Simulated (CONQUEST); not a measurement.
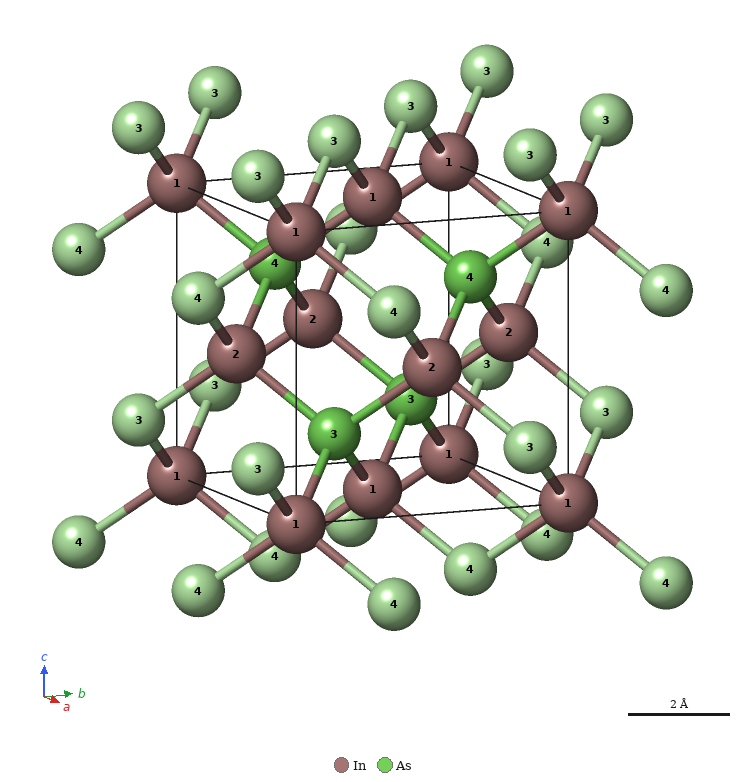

Figure 1. The input geometry (ball-and-stick view of the cell 2 times as large as that of the calculation, set on its symmetry axes, seen slightly off an axis; neighbours outside the cell are drawn fainter; atoms are numbered from 1 in the order of the input). Near neighbours in the crystal (not all of them lie inside the picture): In has 4 As at 2.56 Å; As has 4 In at 2.56 Å.

InAs: single-point calculation at one volume of an equation of state

System: InAs (4 atoms in the cell).
Method: Kohn-Sham DFT of a periodic cell, PBE, PseudoDojo NC PBE, no spin polarisation (CONQUEST 1.3).

The structure derives from an entry of the Crystallography Open Database. It belongs to a series of runs on one base structure; here: volume scaled by 0.94.

### Input
```
IO.Title InAs
IO.Coordinates coords.dat
IO.FractionalAtomicCoords T
IO.Iprint 2
IO.Iprint_init 1
General.NumberOfSpecies 2
General.PseudopotentialType hamann
AtomMove.TypeOfRun static
AtomMove.FullStress T
Grid.PointsAlongX 40
Grid.PointsAlongY 40
Grid.PointsAlongZ 60
DM.SolutionMethod diagon
Diag.MPMesh T
Diag.GammaCentred T
Diag.MPMeshX 6
Diag.MPMeshY 6
Diag.MPMeshZ 5
Diag.kT 0.00183747
minE.SCTolerance 1e-6
SC.MaxIters 100
IO.AtomChargeOutput T
%block ChemicalSpeciesLabel
1 114.820 In
2 74.920 As
%endblock
```

Run as:
```bash
Conquest
```

### What the program printed
```
Simulation cell dimensions:     7.9009 a0 x     7.9009 a0 x    11.1735 a0

      Atomic coordinates (a0)
         Atom         X         Y         Z  Species
            1    0.0000    0.0000    0.0000        1
            2    3.9504    3.9504    5.5868        1
            3    0.0000    3.9504    2.7934        2
            4    3.9504    0.0000    8.3802        2

         Monkhorst-Pack mesh:   6 x   6 x   5 gamma-centred
        This calculation includes non-local pseudopotentials,
         with a maximum core radius of      8.41238623

    Job title: InAs
    Job to be run: static calculation

    Ground state search:
      Support functions represented with PAO basis
      1:1 PAO to SF mapping
      Non-spin-polarised electrons
      Solving for the K matrix using diagonalisation
      Using Fermi-Dirac smearing

    Integration grid size:     40 x   40 x   60

    Integration grid spacing:  0.198 a0 x 0.198 a0 x 0.186 a0

    Number of species:  2
    --------------------------------------------------------
    |   #  mass (au)  Charge (e)  SF Rad (a0)  NSF  Label  |
    --------------------------------------------------------
    |   1    114.820      13.000        8.691   13  In     |
    |   2     74.920      15.000        7.308   13  As     |
    --------------------------------------------------------
          SCF tolerance:                 0.00000100
          SCF iterations:               100

    The functional used will be GGA PBE96

           radial cut-off to be used is taken to be max PAO cut-off radius for this species:    8.412386

           greatest ang. mom. for making density from PAOs:  2

           radial cut-off to be used is taken to be max PAO cut-off radius for this species:    6.962356

           greatest ang. mom. for making density from PAOs:  2
    Minimum blocs/proc is     1500. Maximum blocs/proc is     1500
    set_atom_dens: In set_atomic_density, electrons :      56.000000000000
 matrix_size & matrix_size_padH =           52          52

    Screened ion int: energy:    -263.708833993239 Ha

    new_SC_potl: Starting.  Tolerance:  0.10000E-05

    PulayMixSC: Starting Pulay mixing, A_up =  0.500 A_dn =  0.500
    PulayMixSC: Spin non-polarised calculation.
          Harris-Foulkes Energy            :      -345.004614454903390 Ha
          GroundState Energy (E-(1/2)TS)   :      -345.004616009065955 Ha
          Free Energy (E-TS)               :      -345.004617563228521 Ha
          DFT Total Energy                 :      -344.969572957845571 Ha
          Total number of electrons        :        56.000000000001826
    PulayMixSC: Pulay iteration     1 residual:              0.13199E-02
          Harris-Foulkes Energy            :      -344.987193930741000 Ha
          GroundState Energy (E-(1/2)TS)   :      -344.987211351791473 Ha
          Free Energy (E-TS)               :      -344.987228772841888 Ha
          DFT Total Energy                 :      -344.986998271788707 Ha
          Total number of electrons        :        56.000028728740268
    PulayMixSC: Pulay iteration     2 residual:              0.40507E-03
          Harris-Foulkes Energy            :      -344.987073601164468 Ha
          GroundState Energy (E-(1/2)TS)   :      -344.987089930885531 Ha
          Free Energy (E-TS)               :      -344.987106260606538 Ha
          DFT Total Energy                 :      -344.987071077559449 Ha
          Total number of electrons        :        56.000043315547970
    PulayMixSC: Pulay iteration     3 residual:              0.18751E-03
          Harris-Foulkes Energy            :      -344.987084525178886 Ha
          GroundState Energy (E-(1/2)TS)   :      -344.987100431977979 Ha
          Free Energy (E-TS)               :      -344.987116338777071 Ha
          DFT Total Energy                 :      -344.987082991495981 Ha
          Total number of electrons        :        56.000055794734635
    PulayMixSC: Pulay iteration     4 residual:              0.11943E-04
          Harris-Foulkes Energy            :      -344.987083608799594 Ha
          GroundState Energy (E-(1/2)TS)   :      -344.987099405965864 Ha
          Free Energy (E-TS)               :      -344.987115203132134 Ha
          DFT Total Energy                 :      -344.987083612279662 Ha
          Total number of electrons        :        56.000054410931035
    PulayMixSC: Pulay iteration     5 residual:              0.10121E-05
          Harris-Foulkes Energy            :      -344.987083867231831 Ha
          GroundState Energy (E-(1/2)TS)   :      -344.987099642394412 Ha
          Free Energy (E-TS)               :      -344.987115417556993 Ha
          DFT Total Energy                 :      -344.987083865859063 Ha
          Total number of electrons        :        56.000054192005344
    PulayMixSC: Pulay iteration     6 residual:              0.30349E-06
    PulayMixSC: Reached SCF tolerance of  0.30349E-06 after      6 iterations
      | Number of electrons      =        56.000054
      |* band energy as 2Tr[K.H] =       -48.922041604255320 Ha
      |  screened ion-ion energy =      -263.708833993238898 Ha
      |  Ha correction           =        -0.047247988316909 Ha
      |  XC correction           =       -32.308969992824309 Ha
      | GS Energy as E-(1/2)TS   =      -344.987099642394412 Ha
      | Free Energy as E-TS      =      -344.987115417556993 Ha
      |* Harris-Foulkes energy   =      -344.987083867231831 Ha
      |* DFT total energy        =      -344.987083865859063 Ha
      |  estimated accuracy      =        -0.000000001372769 Ha

    force: Forces on atoms (Ha/a0)
    force:  Atom   X              Y              Z
    force:     1  -0.0000000000  -0.0000000000  -0.0000000000
    force:     2  -0.0000000000  -0.0000000000  -0.0000000000
    force:     3  -0.0000000000  -0.0000000000  -0.0000000000
    force:     4  -0.0000000000   0.0000000000   0.0000000000

    force: Maximum force :        0.00000000(Ha/a0) on atom         4 in z direction
    force: Force Residual:        0.00000000 Ha/a0
    force: Total stress:        -10.15632777     0.00000000     0.00000000 GPa
                             0.00000000   -10.15632777     0.00000000
                             0.00000000     0.00000000    -9.91543458
    force: Average pressure:     10.07603004 GPa

    force: Finished force
    get_E_and_F: Change in energy during last step of electronic optimisation: -0.25843E-06

    BIBLIOGRAPHY: Please consider citing the following references in the conquest.bib file

    CONQUEST:         Bowler2002pt, Miyazaki2004, Nakata2020
    Basis:            Bowler2019
    DM:               Bowler:2006xr
    Pseudopotentials: Hamann2013, Bowler2019
    XC functional:    Perdew1996
```

### File coords.dat
```
    7.9008845926     0.0000000000     0.0000000000
    0.0000000000     7.9008845926     0.0000000000
    0.0000000000     0.0000000000    11.1735381463
4
  0.0000000000   0.0000000000   0.0000000000 1 T T T
  0.5000000000   0.5000000000   0.5000000000 1 T T T
  0.0000000000   0.5000000000   0.2500000000 2 T T T
  0.5000000000   0.0000000000   0.7500000000 2 T T T
```

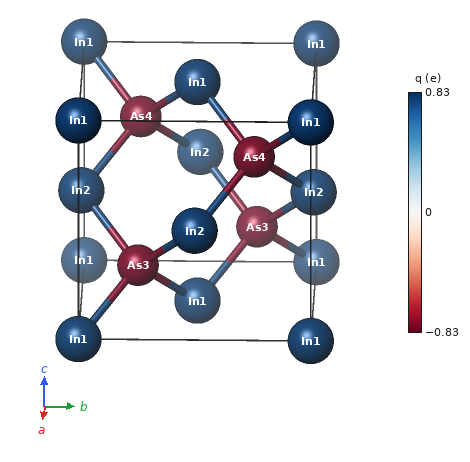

Figure 2. Mulliken charges, as the colour of each atom (ball-and-stick view of the cell 2 times as large as that of the calculation, set on its symmetry axes, seen at an oblique angle; atoms are numbered from 1 in the order of the input). By element: In +0.79 and As −0.79 e.

### Results in brief

- outcome: converged
- space group (tolerance 0.01 Å): F-43m (216)
- electrons treated: 56
- free energy: −9387.5776 eV
- Fermi energy: −4.542 eV
- gap on the k-point mesh: 0.18 eV
- pressure: 10.08 GPa
- largest force (length of the vector): under 0.001 eV/Å
- hardware: 1 thread of Intel Xeon (Sapphire Rapids), 16 GiB of memory available, shared host
- wall time: 34 s
- peak memory: 0.62 GiB

Points of doubt noted for this run: small atomic basis. The cell is under a pressure of 10.1 GPa at this level, so it is not at its equilibrium volume.
